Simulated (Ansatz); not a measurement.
**SiC (F-43m): bands and screening cutoff converge together**

Aim: vary empty bands and screening cutoff apart and together in G0W0 on SiC (F-43m).

Calculated with Ansatz 0.2.0; G0W0 on PBE, plane waves, PAW; PAW set soft_1.

### Step 1. The starting structure

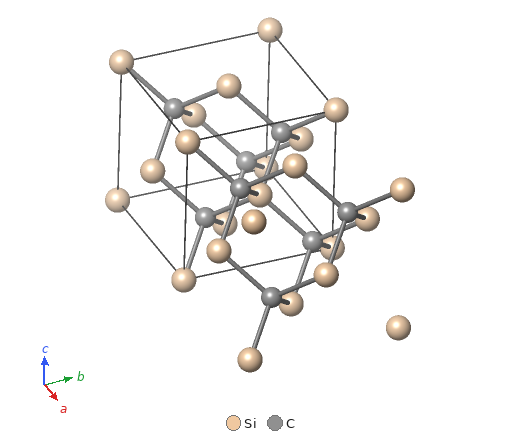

The starting structure, seen slightly off an axis (silicon light orange, carbon grey). 2×1×1 cells are drawn. This picture shows the conventional cell, with its axes. Bonds to atoms that aren't drawn are left out. Some periodic images of atoms are drawn too.

The cell and positions come from the Crystallography Open Database and are kept as given unless a step says otherwise.

### Step 2. 16 empty bands, screening to 50 eV

Now the one-shot GW correction: screening in the RPA, then the self-energy of the levels asked for. This step takes PAW set soft_1 files.

input.yaml

```yaml
crystal:
  lattice:
    - [0.0, 2.179, 2.179]
    - [2.179, 0.0, 2.179]
    - [2.179, 2.179, 0.0]
  atoms:
    - { symbol: Si, position: [0.0, 0.0, 0.0] }
    - { symbol: C, position: [0.25, 0.25, 0.25] }
kpoints:
  mp_grid: { grid: [6, 6, 6] }
hamiltonian:
  xc: pbe
  pseudopotentials: { kind: paw, azcp: { folder: soft_1 } }
scf:
  occupations: { method: fixed }
gw:
  n_empty_bands: 16
  ecut_chi: 50
  qp_bands: [v2, c2]
  qp_kpoints: band_edges
  screening: { model: contour_deformation }
```

Run with:

```sh
$ ansatz run input.yaml --threads 3 --pin off --max-ram 92160MiB --backend cuda --events-out ev --progress --plain --runs-dir out --devices 1 --max-vram 13GiB
```

Numbers of over 12 decimals in the logs are rounded to 6 here.

What it wrote:

```text
GPUs: using 1 of 1 available (devices: 1).
Engine: ansatz 0.2.0, x86_64-unknown-linux-gnu
Pseudopotentials: kind: paw
Pseudopotential: Si, paw, valence charge 4, recommended cutoff 420 eV (normal), soft_1/Si.paw.azcp
Pseudopotential: C, paw, valence charge 4, recommended cutoff 420 eV (normal), soft_1/C.paw.azcp
Functional definition: PBE
  parameter kappa = 0.804
  parameter beta = 0.066725
  exchange = pbe_x(kappa = kappa, mu = beta*pi^2/3)
  correlation = pbe_c(beta = beta)
device memory: the entry about to start is reckoned to put 0.4 GiB on a device that reports 31.3 GiB free (of which the cap on the GPU budget leaves the run 13.0 GiB)
GPU FFT provider: cuFFT
GPU libraries: cuBLAS 13.8.2, cuFFT 12.4.0, cuSOLVER 12.3.4
Crystal: 2 atoms, lattice volume = 20.692 Å³
Basis set: ecut = 420 eV, 411 PW (Γ)
Bands: 8, of which v1, the nominal top of the filled ones, is band 4 counted from 1 (3 counted from 0)
Symmetry: 24 space group operations
Space group: F-43m (ITA 216), of the structure as read, at distance tolerance 2.7e-5 Å
k-points: 16 of 216 (time reversal used)
Non-local potential: Si, projectors of the file, l = 0: 2, l = 1: 2, l = 2: 1
Non-local potential: C, projectors of the file, l = 0: 2, l = 1: 2, l = 2: 1
PAW form: soft (Blöchl's): semilocal exchange-correlation on the pseudo side does not see the compensation charge
PAW one-centre angular grid: Si, 110 points (default); XC on 64 Gauss nodes
PAW one-centre angular grid: C, 110 points (default); XC on 64 Gauss nodes
Initial density: superposition of atomic densities (chi_scale 0.1, normalization cell, long waves kept (reshape's long-wave potential 0.00 eV rms))
Initial wavefunctions: pseudopotential atomic-orbital guess
GPU buffer pool allocated for 13824 grid points (all kernels)
GPU transforms: local potential and band sums: pruned to the plane-wave sphere, on 24×24×24
Functional: x = pbe(κ = 0.804, μ = 0.219515), c = pbe(β = 0.066725)
SCF iter   1: F=—  HF=-888.653364 eV  |F-HF|=—  |Δ(HF+E_count)|=         —  Δρ=1.38e-1  dr2=4.86e0  ethr=3.10e-3  ⟨swp⟩=4.4  Hψ=888  notcnv=0  defer=13
preconditioner: auto → none  [insulator: Δε(μ)=3.270 eV  Ē_g=14.741 eV  n_scr=0 (ndim 8)  ℏωp=23.1 eV  f_vac=0.000  ε∞_Penn≈3.5]
SCF iter   2: F=—  HF=-887.227182 eV  |F-HF|=—  |Δ(HF+E_count)|=    1.43e0  Δρ=4.96e-2  dr2=3.17e-1  ethr=3.10e-3  ⟨swp⟩=3.1  Hψ=411  notcnv=0  defer=27
SCF iter   3: F=—  HF=-887.151105 eV  |F-HF|=—  |Δ(HF+E_count)|=   7.61e-2  Δρ=1.99e-2  dr2=4.25e-2  ethr=3.10e-3  ⟨swp⟩=2.2  Hψ=296  notcnv=0  defer=29
SCF iter   4: F=—  HF=-887.149012 eV  |F-HF|=—  |Δ(HF+E_count)|=   2.09e-3  Δρ=1.37e-3  dr2=2.29e-4  ethr=5.32e-4  ⟨swp⟩=2.0  Hψ=165  notcnv=0  defer=27
SCF iter   5: F=—  HF=-887.149121 eV  |F-HF|=—  |Δ(HF+E_count)|=   1.10e-4  Δρ=2.06e-4  dr2=3.07e-6  ethr=2.86e-6  ⟨swp⟩=2.8  Hψ=222  notcnv=0  defer=27
SCF iter   6: F=—  HF=-887.149127 eV  |F-HF|=—  |Δ(HF+E_count)|=   5.86e-6  Δρ=3.56e-5  dr2=1.42e-7  ethr=1.25e-9  ⟨swp⟩=4.9  Hψ=742  notcnv=0
SCF iter   7: F=-887.149127 eV  HF=-887.149127 eV  |F-HF|=9.14e-10  |Δ(HF+E_count)|=   2.71e-8  Δρ=4.10e-6  dr2=1.75e-9  ethr=1.25e-9  ⟨swp⟩=2.0  Hψ=256  notcnv=0
SCF 1 converged in 7 iterations: F = -887.149127 eV  dr2 = 1.75e-9
[...]
device memory: the entry about to start is reckoned to put 0.4 GiB on a device that reports 31.2 GiB free (of which the cap on the GPU budget leaves the run 13.0 GiB)
NSCF: frozen V_eff on 16 k-points, pencils in batches of 32, up to order 32
[...]
device memory: the entry about to start is reckoned to put 0.4 GiB on a device that reports 31.9 GiB free (of which the cap on the GPU budget leaves the run 13.0 GiB)
NSCF: frozen V_eff on 16 k-points, pencils in batches of 32, up to order 100
G₀W₀ screening: q 1/16
[... further progress lines ...]
device memory: the entry about to start is reckoned to put 0.3 GiB on a device that reports 30.7 GiB free (of which the cap on the GPU budget leaves the run 13.0 GiB)
NSCF: frozen V_eff on 1 k-points
device memory: the entry about to start is reckoned to put 0.3 GiB on a device that reports 30.7 GiB free (of which the cap on the GPU budget leaves the run 13.0 GiB)
NSCF: frozen V_eff on 1 k-points
SCF converged after 7 iterations
Free energy (F): -887.149127 eV
Harris-Foulkes:  -887.149127 eV  (|F-HF|=9.14e-10)
Internal energy: -887.149127 eV  (E = F + TS)
E sigma→0 (E₀):  -887.149127 eV
Fermi energy:    9.489145 eV
--- Per-component energies (eV) ---
  E_band       = 28.735875
  E_kinetic    = 133.424772
  E_local      = -95.486090  (includes V_loc(G=0)·N_el)
  E_nonlocal   = 45.139857
  E_hartree    = 31.872574
  E_xc         = -105.669112
  E_vxc        = -108.696595  (∫ρ·V_xc dr)
  E_paw        = -611.647398  (= ΣΔE_a)
  E_vpaw       = -9.391346  (= ΣTr[D̂ρ^β])
  E_aug_tail   = 0.000051  (compensation charges beyond the density's cutoff)
  E_ewald      = -284.783780
  E_smearing   = -0.000000  (= −TS)
  E_closure    = 0.000000  (closes the sum)
  Σ components = -887.149127   (vs F -887.149127, Δ=0.00e0)
--- Band table (eV; the first three rows and the last of 16) ---
  k-point 0: bands = ["-5.9221", "9.4891", "9.4891", "9.4891", "15.6930", "16.7886", "16.7886", "16.7886"]
  k-point 1: bands = ["-5.3830", "7.1159", "9.1585", "9.1585", "15.8151", "17.3056", "17.3056", "17.8244"]
  k-point 2: bands = ["-3.8563", "3.3083", "8.6431", "8.6431", "15.1622", "17.1257", "17.1257", "19.3876"]
  k-point 15: bands = ["-0.7324", "2.1931", "4.9772", "5.1011", "13.4777", "16.5775", "20.3024", "21.6860"]
--- G₀W₀: contour deformation, 6 samples at zero and on the imaginary axis and 2 off it, 216 q-points, 16 empty bands' worth ---
  eigenvalues of the whole cell's RPA ε∞ on this k-mesh (on a slab, of 1 + 4πα/V) = 7.3653, 7.3653, 7.3653; static W/v taken at q = 0 is 0.135771
  bands read: the sum over 20 bands ends inside a degenerate multiplet in 2 slots, whose members it reads at an even weight; the widest, k=0: bands 19 to 21 (counted from 1) at 2/3 each
  gw.qp_kpoints: band_edges: 9 of 16 stored k-points solved, in 1 pass; an edge of the gap read off the rows below is read off those points alone
    valence top: of the k-points left out ik 7 came nearest to being solved in a further pass, in band 4 (counted from 1, as in the quasiparticle table): it holds the edge there only if its correction is more favourable than any solved in that band by at least 1.154 eV; those differ by 0.415 eV
    conduction bottom: of the k-points left out ik 10 came nearest to being solved in a further pass, in band 5 (counted from 1, as in the quasiparticle table): it holds the edge there only if its correction is more favourable than any solved in that band by at least 1.371 eV; those differ by 0.570 eV
    ik  band        ε_KS         Σx   Σc(E_QP)       V_xc       Z   E_QP_lin       E_QP  E_QP is
     0     3      9.4891   -18.3527     2.8444   -15.7344  0.7994     9.7149     9.7153  root
     0     4      9.4891   -18.3527     2.8444   -15.7344  0.7994     9.7149     9.7153  root
     0     5     15.6930    -9.6381    -4.7049   -15.4326  0.7924    16.7955    16.7825  root
     0     6     16.7886    -8.1316    -4.5867   -13.9299  0.8045    18.0148    18.0003  root
     1     3      9.1585   -18.3804     2.8993   -15.6576  0.7979     9.3348     9.3350  root
     1     4      9.1585   -18.3804     2.8993   -15.6576  0.7979     9.3348     9.3350  root
     1     5     15.8151    -8.8643    -4.5475   -14.5193  0.8016    16.9335    16.9225  root
     1     6     17.3056    -7.9376    -4.7531   -13.9387  0.7994    18.5711    18.5536  root
     2     3      8.6431   -18.5327     3.0336   -15.6046  0.7951     8.7485     8.7486  root
     2     4      8.6431   -18.5327     3.0336   -15.6046  0.7951     8.7485     8.7486  root
     2     5     15.1622    -9.0166    -4.3549   -14.4678  0.8085    16.2689    16.2584  root
     2     6     17.1257    -7.0834    -4.7100   -12.9673  0.8024    18.3142    18.2995  root
     3     3      8.4336   -18.6240     3.0986   -15.6053  0.7938     8.5136     8.5136  root
     3     4      8.4336   -18.6240     3.0986   -15.6053  0.7938     8.5136     8.5136  root
[...]
9     6     14.6995    -7.2274    -4.1144   -12.3295  0.8215    15.6946    15.6872  root
    12     3      6.2963   -18.5762     3.6035   -14.7839  0.7770     6.1070     6.1074  root
    12     4      6.2963   -18.5762     3.6035   -14.7839  0.7770     6.1070     6.1074  root
    12     5     10.8430    -7.1456    -3.5548   -11.3561  0.8226    11.5012    11.4988  root
    12     6     13.8105    -7.4546    -3.9544   -12.3389  0.8252    14.7462    14.7404  root
```

Run time: 10 s. Hardware: 1 × NVIDIA H100 80GB HBM3 (shared by 6 runs) with 3 threads of AMD EPYC 7R13 (Zen 3), shared host; peak memory 0.95 GiB; 9.9 s of CPU time.

The column dr2 measures how far the density is from self-consistency, as an energy; F and HF (Harris–Foulkes) agree once it is small.

This step gave:

```yaml
bands_summed: 20
rpa_eps_infinity_on_this_mesh_eigenvalues: 7.365, 7.365, 7.365
plane_waves_in_the_screening_matrix: 15
q_points_in_the_mesh: 216
g0w0_gap_on_the_mesh: 1.783 eV
k_of_the_valence_top: 0, 0, 0
k_of_the_conduction_bottom: 0, -0.5, -0.5
starting_gap_on_the_mesh: 1.354 eV
z_at_the_valence_top: 0.7994
z_at_the_conduction_bottom: 0.8226
least_direct_g0w0_gap_on_the_computed_points: 5.391 eV
```

The gap on the mesh goes from 1.35 eV to 1.78 eV, a correction of +0.43 eV. Between the two edge states, bare exchange in place of the xc potential would open the gap by 6.83 eV, and correlation takes back 6.40 eV.

### Step 3. 86 empty bands, screening to 50 eV

Changes to input.yaml since step 2:

```diff
@@ -16,3 +16,3 @@
 gw:
-  n_empty_bands: 16
+  n_empty_bands: 86
   ecut_chi: 50
```

What it wrote:

```text
GPUs: using 1 of 1 available (devices: 1).
[...]
GPU FFT provider: cuFFT
GPU libraries: cuBLAS 13.8.2, cuFFT 12.4.0, cuSOLVER 12.3.4
Crystal: 2 atoms, lattice volume = 20.692 Å³
Basis set: ecut = 420 eV, 411 PW (Γ)
Bands: 8, of which v1, the nominal top of the filled ones, is band 4 counted from 1 (3 counted from 0)
Symmetry: 24 space group operations
[...]
k-points: 16 of 216 (time reversal used)
[...]
1     6     17.3056    -7.9376    -5.1750   -13.9387  0.7958    18.1384    18.1318  root
[...]
12     3      6.2963   -18.5762     3.3545   -14.7839  0.7758     5.8563     5.8585  root
    12     4      6.2963   -18.5762     3.3545   -14.7839  0.7758     5.8563     5.8585  root
    12     5     10.8430    -7.1456    -3.8972   -11.3561  0.8203    11.1569    11.1564  root
    12     6     13.8105    -7.4546    -4.3395   -12.3389  0.8223    14.3572    14.3552  root
[key lines of the parts left out:]
SCF converged after 7 iterations
Free energy (F): -887.149127 eV
Fermi energy:    9.489145 eV
```

Elapsed: 11 s, on 1 × NVIDIA H100 80GB HBM3 (shared by 6 runs) with 3 threads; peak memory 1 GiB.

Numbers from this step:

```yaml
bands_summed: 90
rpa_eps_infinity_on_this_mesh_eigenvalues: 7.375, 7.375, 7.375
plane_waves_in_the_screening_matrix: 15
g0w0_gap_on_the_mesh: 1.766 eV
k_of_the_valence_top: 0, 0, 0
k_of_the_conduction_bottom: 0, -0.5, -0.5
starting_gap_on_the_mesh: 1.354 eV
least_direct_g0w0_gap_on_the_computed_points: 5.298 eV
```

Against the run with 6×6×6 mesh, 16 empty bands, screening to 50 eV, PAW set soft_1 files, the gap moves by −0.018 eV.

### Step 4. 46 empty bands, screening to 100 eV

Another rung: the empty bands reach about as high as the screening cutoff, so the two stay in balance.

Changes to input.yaml since step 3:

```diff
@@ -16,4 +16,4 @@
 gw:
-  n_empty_bands: 86
-  ecut_chi: 50
+  n_empty_bands: 46
+  ecut_chi: 100
   qp_bands: [v2, c2]
```

What it wrote:

```text
GPUs: using 1 of 1 available (devices: 1).
[...]
GPU FFT provider: cuFFT
GPU libraries: cuBLAS 13.8.2, cuFFT 12.4.0, cuSOLVER 12.3.4
Crystal: 2 atoms, lattice volume = 20.692 Å³
Basis set: ecut = 420 eV, 411 PW (Γ)
Bands: 8, of which v1, the nominal top of the filled ones, is band 4 counted from 1 (3 counted from 0)
Symmetry: 24 space group operations
[...]
k-points: 16 of 216 (time reversal used)
[...]
1     6     17.3056    -7.9376    -5.2435   -13.9387  0.7925    18.0691    18.0633  root
[...]
12     3      6.2963   -18.5762     3.1538   -14.7839  0.7718     5.6528     5.6578  root
    12     4      6.2963   -18.5762     3.1538   -14.7839  0.7718     5.6528     5.6578  root
    12     5     10.8430    -7.1456    -3.8837   -11.3561  0.8184    11.1705    11.1699  root
    12     6     13.8105    -7.4546    -4.3633   -12.3389  0.8207    14.3332    14.3315  root
[key lines of the parts left out:]
SCF converged after 7 iterations
Free energy (F): -887.149127 eV
Fermi energy:    9.489145 eV
```

Run time: 13 s. Hardware: 1 × NVIDIA H100 80GB HBM3 (shared by 6 runs) with 3 threads; peak memory 0.97 GiB; 15 s of CPU time.

The G0W0 gap on the mesh is 2.038 eV.

### Step 5. 244 empty bands, screening to 100 eV

Changes to input.yaml since step 4:

```diff
@@ -16,3 +16,3 @@
 gw:
-  n_empty_bands: 46
+  n_empty_bands: 244
   ecut_chi: 100
```

What it wrote:

```text
GPUs: using 1 of 1 available (devices: 1).
[...]
GPU FFT provider: cuFFT
GPU libraries: cuBLAS 13.8.2, cuFFT 12.4.0, cuSOLVER 12.3.4
Crystal: 2 atoms, lattice volume = 20.692 Å³
Basis set: ecut = 420 eV, 411 PW (Γ)
Bands: 8, of which v1, the nominal top of the filled ones, is band 4 counted from 1 (3 counted from 0)
Symmetry: 24 space group operations
[...]
k-points: 16 of 216 (time reversal used)
[...]
1     6     17.3056    -7.9376    -5.4018   -13.9387  0.7916    17.9084    17.9049  root
[...]
12     3      6.2963   -18.5762     3.0230   -14.7839  0.7713     5.5197     5.5270  root
    12     4      6.2963   -18.5762     3.0230   -14.7839  0.7713     5.5197     5.5270  root
    12     5     10.8430    -7.1456    -4.0081   -11.3561  0.8180    11.0457    11.0454  root
    12     6     13.8105    -7.4546    -4.5071   -12.3389  0.8201    14.1886    14.1876  root
[key lines of the parts left out:]
SCF converged after 7 iterations
Free energy (F): -887.149127 eV
Fermi energy:    9.489145 eV
```

It took 15 s on 1 × NVIDIA H100 80GB HBM3 (shared by 6 runs) with 3 threads; peak memory 1 GiB.

The G0W0 gap on the mesh is 2.083 eV.

### Step 6. 16 empty bands, screening to 150 eV

Changes to input.yaml since step 5:

```diff
@@ -16,4 +16,4 @@
 gw:
-  n_empty_bands: 244
-  ecut_chi: 100
+  n_empty_bands: 16
+  ecut_chi: 150
   qp_bands: [v2, c2]
```

What it wrote:

```text
GPUs: using 1 of 1 available (devices: 1).
[...]
GPU FFT provider: cuFFT
GPU libraries: cuBLAS 13.8.2, cuFFT 12.4.0, cuSOLVER 12.3.4
Crystal: 2 atoms, lattice volume = 20.692 Å³
Basis set: ecut = 420 eV, 411 PW (Γ)
Bands: 8, of which v1, the nominal top of the filled ones, is band 4 counted from 1 (3 counted from 0)
Symmetry: 24 space group operations
[...]
k-points: 16 of 216 (time reversal used)
[...]
1     6     17.3056    -7.9376    -4.7822   -13.9387  0.7967    18.5414    18.5245  root
[...]
12     3      6.2963   -18.5762     3.5035   -14.7839  0.7725     6.0064     6.0074  root
    12     4      6.2963   -18.5762     3.5035   -14.7839  0.7725     6.0064     6.0074  root
    12     5     10.8430    -7.1456    -3.5113   -11.3561  0.8208    11.5451    11.5423  root
    12     6     13.8105    -7.4546    -3.9404   -12.3389  0.8241    14.7603    14.7543  root
[key lines of the parts left out:]
SCF converged after 7 iterations
Free energy (F): -887.149127 eV
Fermi energy:    9.489145 eV
```

The job ended after 8.1 s (1 × NVIDIA H100 80GB HBM3 (shared by 6 runs) with 3 threads; peak memory 0.97 GiB; 7.1 s of CPU time).

The G0W0 gap on the mesh is 1.989 eV.

### Step 7. 86 empty bands, screening to 150 eV

Changes to input.yaml since step 6:

```diff
@@ -16,3 +16,3 @@
 gw:
-  n_empty_bands: 16
+  n_empty_bands: 86
   ecut_chi: 150
```

What it wrote:

```text
GPUs: using 1 of 1 available (devices: 1).
[...]
GPU FFT provider: cuFFT
GPU libraries: cuBLAS 13.8.2, cuFFT 12.4.0, cuSOLVER 12.3.4
Crystal: 2 atoms, lattice volume = 20.692 Å³
Basis set: ecut = 420 eV, 411 PW (Γ)
Bands: 8, of which v1, the nominal top of the filled ones, is band 4 counted from 1 (3 counted from 0)
Symmetry: 24 space group operations
[...]
k-points: 16 of 216 (time reversal used)
[...]
1     6     17.3056    -7.9376    -5.3941   -13.9387  0.7916    17.9162    17.9127  root
[...]
12     3      6.2963   -18.5762     2.9621   -14.7839  0.7698     5.4578     5.4661  root
    12     4      6.2963   -18.5762     2.9621   -14.7839  0.7698     5.4578     5.4661  root
    12     5     10.8430    -7.1456    -4.0013   -11.3561  0.8177    11.0525    11.0522  root
    12     6     13.8105    -7.4546    -4.4920   -12.3389  0.8200    14.2037    14.2028  root
[key lines of the parts left out:]
SCF converged after 7 iterations
Free energy (F): -887.149127 eV
Fermi energy:    9.489145 eV
```

Run time: 6.2 s. Hardware: 1 × NVIDIA H100 80GB HBM3 (shared by 6 runs) with 3 threads; peak memory 1 GiB.

The G0W0 gap on the mesh is 2.176 eV.

(Continued in part 2 of 2.)

[Paths, hosts, dates, memory and timing lines, banners, echoed tables and standing remarks are left out of the program output.]

[Logs are printed without paths, hosts, clocks, repeated set-up lines and the standing remarks that a program may print on its own settings, such as how far it seeks lower states.]

[Runs of the session that timed out or met a known fault of the program may be left out.]

[Cells called generated may have been cut or substituted from an entry of the Crystallography Open Database or the Materials Project.]

[Hosts, paths, dates, database ids (printed as entryN), source tags and the programs' standing remarks are cut or masked in the printed files.]
